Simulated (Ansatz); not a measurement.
## SiC: a changed input and its effect

System: SiC (F-43m, 2 atoms in the cell).
Method of run A: DFT HSE06, scalar-relativistic, plane waves, PAW, no spin polarisation (Ansatz 0.2.0).

Text and figures count atoms from 1; the logs count them from 0 in places.

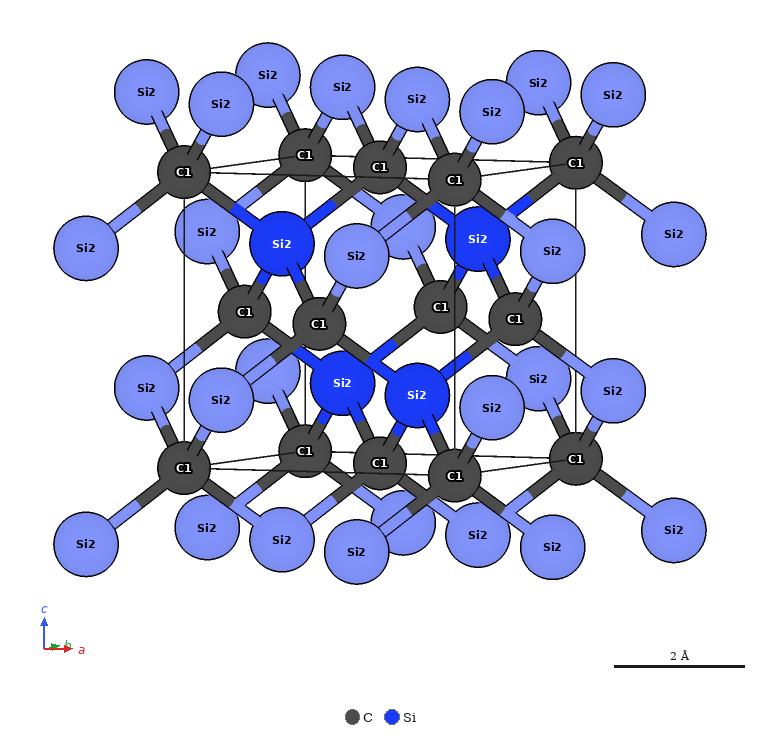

Fig. 1: The input geometry (ball-and-stick view of the cell 4 times as large as that of the calculation, set on its symmetry axes, seen at an oblique angle; neighbours outside the cell are drawn fainter; atoms are numbered from 1 in the order of the input). Near neighbours in the crystal (not all of them lie inside the picture): C has 4 Si at 1.99 Å; Si has 4 C at 1.99 Å.

## The input, run A
```yaml
crystal:
  lattice:
    - [0.0, 2.2928561845, 2.2928561845]
    - [2.2928561845, 0.0, 2.2928561845]
    - [2.2928561845, 2.2928561845, 0.0]
  atoms:
    - { symbol: C, position: [0.0, 0.0, 0.0] }
    - { symbol: Si, position: [0.25, 0.25, 0.25] }
basis:
  ecutwfc: 420
kpoints:
  mp_grid: { grid: [6, 6, 6] }
hamiltonian:
  xc: hse06
scf:
  occupations: { method: gaussian, width: 0.05 }
output:
  forces: true
  stress: true
  eigenvalues: true
```

Launched with:
```bash
ansatz run input.yaml --threads 4 --pin off --max-ram 12288MiB --backend cpu --events-out ev --progress --plain --runs-dir out
```

Hardware: 4 threads of Intel Xeon (Granite Rapids), 176 GiB of memory available, shared host.

## Output, shortened to warnings, some set-up lines, iterations and results (run A)
```
Warning: output.stress: scf.convergence.dr2_threshold = 1e-7 eV (the SCF's general default) is looser than the 2e-10 eV advised for a printed stress (1e-10 eV for each atom of the cell: 2). What an SCF threshold leaves in a stress goes as its square root, and in the free energy as the threshold itself, and one threshold admits the most on a small cell: of the crystals measured, under no hybrid …
Warning: output.stress: scf.exx.energy_threshold = 1e-6 eV is looser than the 2e-8 eV advised for a stress under a hybrid functional (1e-8 eV for each atom of the cell: 2). Every SCF of the exchange loop can meet its threshold on dr2 while the loop round them stops early: no threshold on dr2 bounds what that leaves in the stress. Set scf.exx.energy_threshold to 2e-8 eV or tighter. The threshold …
Basis set: ecut = 420 eV, 459 PW (Γ), exchange–correlation on 48×48×48 points (8 copies of the dense FFT grid, shifted against one another)
Symmetry: 24 space group operations
k-points: 16 of 216 (time reversal used)
Initial density: superposition of atomic densities (neutral atoms: chi_scale 0, normalization atom), corrected by the library's trained network
[...]
SCF iter   1: F=—  HF=-886.908630 eV  |F-HF|=—  |Δ(HF+E_count)|=         —  Δρ=2.98e-3  dr2=2.63e-3  ethr=1.77e-3  ⟨swp⟩=6.4  Hψ=613  notcnv=0
SCF iter   2: F=—  HF=-886.908133 eV  |F-HF|=—  |Δ(HF+E_count)|=   4.98e-4  Δρ=1.12e-3  dr2=2.45e-4  ethr=3.01e-6  ⟨swp⟩=2.0  Hψ=475  notcnv=0
SCF iter   3: F=-886.908124 eV  HF=-886.908101 eV  |F-HF|=2.29e-5  |Δ(HF+E_count)|=   3.15e-5  Δρ=4.29e-4  dr2=2.34e-5  ethr=3.01e-6  ⟨swp⟩=2.2  Hψ=200  notcnv=0
SCF 1 stopped early in 3 iterations: F = -886.908124 eV  dr2 = 2.34e-5
SCF iter   1: F=—  HF=-887.441432 eV  |F-HF|=—  |Δ(HF+E_count)|=         —  Δρ=5.73e-3  dr2=5.07e-3  ethr=2.92e-6  ⟨swp⟩=6.4  Hψ=661  notcnv=0
SCF iter   2: F=—  HF=-887.439402 eV  |F-HF|=—  |Δ(HF+E_count)|=   2.03e-3  Δρ=2.52e-3  dr2=1.08e-3  ethr=2.92e-6  ⟨swp⟩=3.1  Hψ=258  notcnv=0
SCF iter   3: F=—  HF=-887.441618 eV  |F-HF|=—  |Δ(HF+E_count)|=   2.22e-3  Δρ=6.09e-4  dr2=7.45e-5  ethr=2.92e-6  ⟨swp⟩=3.2  Hψ=261  notcnv=0
SCF iter   4: F=—  HF=-887.441598 eV  |F-HF|=—  |Δ(HF+E_count)|=   1.99e-5  Δρ=1.52e-4  dr2=7.66e-6  ethr=7.74e-7  ⟨swp⟩=2.0  Hψ=197  notcnv=0
SCF iter   5: F=-887.441620 eV  HF=-887.441621 eV  |F-HF|=8.31e-7  |Δ(HF+E_count)|=   2.29e-5  Δρ=9.37e-5  dr2=1.91e-6  ethr=6.00e-8  ⟨swp⟩=3.2  Hψ=325  notcnv=0
SCF 2 stopped early in 5 iterations: F = -887.441620 eV  dr2 = 1.91e-6
SCF iter   1: F=—  HF=-887.441615 eV  |F-HF|=—  |Δ(HF+E_count)|=         —  Δρ=2.09e-5  dr2=9.38e-8  ethr=3.79e-7  ⟨swp⟩=4.4  Hψ=347  notcnv=0
SCF iter   2: F=-887.441615 eV  HF=-887.441614 eV  |F-HF|=2.86e-9  |Δ(HF+E_count)|=   7.16e-9  Δρ=6.98e-6  dr2=9.28e-9  ethr=1.12e-9  ⟨swp⟩=3.1  Hψ=246  notcnv=0
SCF 3 converged in 2 iterations: F = -887.441615 eV  dr2 = 9.28e-9
  Residual-converged pass: ⟨swp⟩=3.0  Hψ=256  notcnv=0  max |occ|·‖R‖ = 2.3e-6 eV (tolerance 2.4e-6 eV)  dr2=9.41e-9  dr2_onsite=2.84e-10  max |Δocc| = 2.0e-238
hybrid outer 2: dexx = +4.514e-8 eV, tail = 1.97e-8 eV, Δε = 1.46e-3 eV (about 1.30e-4 eV left of the loop's levels)
hybrid SCF converged: 2 outer / 7 inner (+3 warm-up), last move |dexx| = 4.51e-8 eV, tail = 1.97e-8 eV
Stability not checked: this state was not tested for a lower state beside it, because the functional holds exact exchange (a hybrid, or Hartree-Fock), whose exchange loop this test does not read (fock_operator; see scf.lower_state_search)
Free energy (F): -887.441615 eV
Frozen-core exchange: fock
Harris-Foulkes:  -887.441615 eV  (|F-HF|=2.86e-9)
Internal energy: -887.441615 eV  (E = F + TS)
E sigma→0 (E₀):  -887.441615 eV
Fermi energy:    8.255800 eV
--- Per-component energies (eV) ---
  E_band       = 8.189605
  E_kinetic    = 127.852982
  E_local      = -112.450621  (includes V_loc(G=0)·N_el)
  E_nonlocal   = 48.834356
  E_hartree    = 33.656795
  E_xc         = -83.657787
  E_vxc        = -85.696292  (∫ρ·V_xc dr)
  E_exx        = -14.485479  (= α·E_x^exact, valence–valence)
  E_paw        = -616.473245  (= ΣΔE_a)
  E_vpaw       = -8.693270  (= ΣTr[D̂ρ^β])
  E_aug_tail   = 0.000015  (compensation charges beyond the density's cutoff)
  E_ewald      = -270.642294
  E_core_change = -0.076335  (= ΣΔE_core)
  E_smearing   = -0.000000  (= −TS)
  E_closure    = -0.000001  (closes the sum)
  Σ components = -887.441615   (vs F -887.441615, Δ=1.14e-13)
--- Forces (eV/Å), atoms counted from 1 ---
  atom   1  C      0.00000000    -0.00000000     0.00000000
  atom   2  Si    -0.00000000     0.00000000     0.00000000
  max |Σ_I F_I| component: 7.40e-17 eV/Å
--- Stress (GPa, compression-positive) ---
      -27.145127       0.000000      -0.000000
        0.000000     -27.145127       0.000000
       -0.000000       0.000000     -27.145127
  P = ⅓ Tr σ = -27.1451 GPa (-271.451 kbar)
```

For run B the input was changed thus:
```diff
-    - [0.0, 2.2928561845, 2.2928561845]
-    - [2.2928561845, 0.0, 2.2928561845]
-    - [2.2928561845, 2.2928561845, 0.0]
+    - [0.0, 2.4699044516, 2.4699044516]
+    - [2.4699044516, 0.0, 2.4699044516]
+    - [2.4699044516, 2.4699044516, 0.0]
```

How does run B compare with run A?

With the same functional and potentials, run B lies 681.7 meV per atom higher. The pressure goes from −27.15 to −41.23 GPa. The volume per atom goes from 12.05 to 15.07 Å³. The SCF takes 12 iterations against 10. The plane waves at Γ go from 459 to 609.

## Output, shortened to warnings, some set-up lines, iterations and results (run B)
```
Warning: output.stress: scf.convergence.dr2_threshold = 1e-7 eV (the SCF's general default) is looser than the 2e-10 eV advised for a printed stress (1e-10 eV for each atom of the cell: 2). What an SCF threshold leaves in a stress goes as its square root, and in the free energy as the threshold itself, and one threshold admits the most on a small cell: of the crystals measured, under no hybrid …
Warning: output.stress: scf.exx.energy_threshold = 1e-6 eV is looser than the 2e-8 eV advised for a stress under a hybrid functional (1e-8 eV for each atom of the cell: 2). Every SCF of the exchange loop can meet its threshold on dr2 while the loop round them stops early: no threshold on dr2 bounds what that leaves in the stress. Set scf.exx.energy_threshold to 2e-8 eV or tighter. The threshold …
Basis set: ecut = 420 eV, 609 PW (Γ), exchange–correlation on 48×48×48 points (8 copies of the dense FFT grid, shifted against one another)
Symmetry: 24 space group operations
k-points: 16 of 216 (time reversal used)
Initial density: superposition of atomic densities (neutral atoms: chi_scale 0, normalization atom), corrected by the library's trained network
[...]
SCF iter   1: F=—  HF=-885.735773 eV  |F-HF|=—  |Δ(HF+E_count)|=         —  Δρ=3.72e-3  dr2=5.95e-3  ethr=1.77e-3  ⟨swp⟩=6.0  Hψ=594  notcnv=0
SCF iter   2: F=—  HF=-885.735006 eV  |F-HF|=—  |Δ(HF+E_count)|=   7.67e-4  Δρ=1.49e-3  dr2=9.00e-4  ethr=7.44e-5  ⟨swp⟩=2.6  Hψ=235  notcnv=0  defer=1
SCF iter   3: F=-885.735031 eV  HF=-885.735032 eV  |F-HF|=1.14e-6  |Δ(HF+E_count)|=   2.61e-5  Δρ=2.43e-4  dr2=1.42e-5  ethr=1.50e-7  ⟨swp⟩=3.4  Hψ=484  notcnv=0
SCF 1 stopped early in 3 iterations: F = -885.735031 eV  dr2 = 1.42e-5
SCF iter   1: F=—  HF=-886.078392 eV  |F-HF|=—  |Δ(HF+E_count)|=         —  Δρ=6.15e-3  dr2=8.05e-3  ethr=1.78e-6  ⟨swp⟩=6.8  Hψ=689  notcnv=0
[... 5 lines ...]
SCF iter   1: F=—  HF=-886.078209 eV  |F-HF|=—  |Δ(HF+E_count)|=         —  Δρ=2.96e-5  dr2=2.64e-7  ethr=3.67e-7  ⟨swp⟩=3.9  Hψ=335  notcnv=0
SCF iter   2: F=—  HF=-886.078209 eV  |F-HF|=—  |Δ(HF+E_count)|=   4.01e-8  Δρ=1.02e-5  dr2=2.46e-8  ethr=2.51e-9  ⟨swp⟩=3.0  Hψ=252  notcnv=0
SCF iter   3: F=—  HF=-886.078209 eV  |F-HF|=—  |Δ(HF+E_count)|=   3.13e-8  Δρ=7.04e-6  dr2=1.68e-8  ethr=2.09e-10  ⟨swp⟩=2.6  Hψ=219  notcnv=0  defer=4
SCF iter   4: F=-886.078209 eV  HF=-886.078209 eV  |F-HF|=2.63e-10  |Δ(HF+E_count)|=   3.51e-9  Δρ=2.79e-6  dr2=8.69e-10  ethr=1.88e-10  ⟨swp⟩=2.2  Hψ=202  notcnv=0  defer=1
SCF 3 converged in 4 iterations: F = -886.078209 eV  dr2 = 8.69e-10
  Residual-converged pass: ⟨swp⟩=3.0  Hψ=253  notcnv=0  max |occ|·‖R‖ = 2.3e-6 eV (tolerance 2.4e-6 eV)  dr2=7.83e-10  dr2_onsite=3.66e-11  max |Δocc| = 5.3e-246
hybrid outer 2: dexx = +4.086e-8 eV, tail = 2.33e-9 eV, Δε = 5.69e-4 eV (about 1.74e-5 eV left of the loop's levels)
hybrid SCF converged: 2 outer / 9 inner (+3 warm-up), last move |dexx| = 4.09e-8 eV, tail = 2.33e-9 eV
Stability not checked: this state was not tested for a lower state beside it, because the functional holds exact exchange (a hybrid, or Hartree-Fock), whose exchange loop this test does not read (fock_operator; see scf.lower_state_search)
Free energy (F): -886.078209 eV
Frozen-core exchange: fock
Harris-Foulkes:  -886.078209 eV  (|F-HF|=2.63e-10)
Internal energy: -886.078209 eV  (E = F + TS)
E sigma→0 (E₀):  -886.078209 eV
Fermi energy:    6.036757 eV
--- Per-component energies (eV) ---
  E_band       = -5.576926
  E_kinetic    = 118.278678
  E_local      = -126.421045  (includes V_loc(G=0)·N_el)
  E_nonlocal   = 47.537497
  E_hartree    = 36.108784
  E_xc         = -81.065893
  E_vxc        = -82.313622  (∫ρ·V_xc dr)
  E_exx        = -13.504138  (= α·E_x^exact, valence–valence)
  E_paw        = -615.693717  (= ΣΔE_a)
  E_vpaw       = -7.867501  (= ΣTr[D̂ρ^β])
  E_aug_tail   = 0.000012  (compensation charges beyond the density's cutoff)
  E_ewald      = -251.242050
  E_core_change = -0.076335  (= ΣΔE_core)
  E_smearing   = -0.000000  (= −TS)
  E_closure    = -0.000001  (closes the sum)
  Σ components = -886.078209   (vs F -886.078209, Δ=0.00e0)
--- Forces (eV/Å), atoms counted from 1 ---
  atom   1  C      0.00000000    -0.00000000    -0.00000000
  atom   2  Si    -0.00000000     0.00000000     0.00000000
  max |Σ_I F_I| component: 9.25e-18 eV/Å
--- Stress (GPa, compression-positive) ---
      -41.227415       0.000000       0.000000
       -0.000000     -41.227415       0.000000
       -0.000000       0.000000     -41.227415
  P = ⅓ Tr σ = -41.2274 GPa (-412.274 kbar)
```

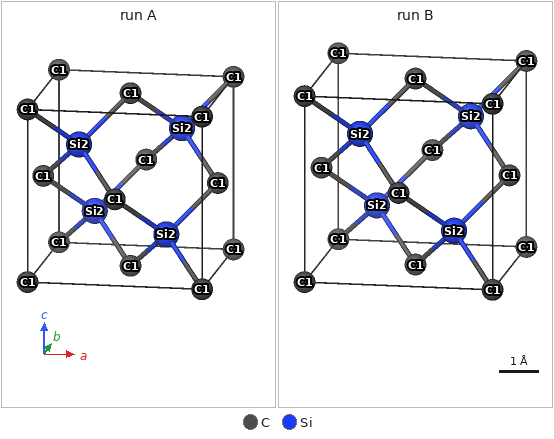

Fig. 2: The two input geometries at one scale (ball-and-stick view of the cell 4 times as large as that of the calculation, set on its symmetry axes, seen at an oblique angle). The atoms keep their places relative to the cell (all moves are under 0.005 Å). Cell: a = b = c 4.586 → 4.940 Å (+7.7 %). Volume +25.0 %. Among the contacts that change: C1–Si2 1.986 → 2.139 Å.

## The two runs side by side

```tsv
quantity	run A	run B
outcome	converged	converged
free energy per atom (eV)	−443.7208	−443.0391
gap on the mesh (eV)	2.30	2.33
pressure (GPa)	−27.15	−41.23
volume per atom (Å³)	12.05	15.07
largest force (eV/Å)	0.000	0.000
SCF iterations	10	12
irreducible k-points	16	16
plane waves at Γ	459	609
wall time (shared host)	4.7 s	5.2 s
```

For both runs: Warnings: the exchange loop's threshold is looser than advised for the stress; the SCF threshold is looser than advised for the printed stress. For run A: The cell is under a tension of 27 GPa at this level, so it is not at its equilibrium volume. For run B: The cell is under a tension of 41 GPa at this level, so it is not at its equilibrium volume.
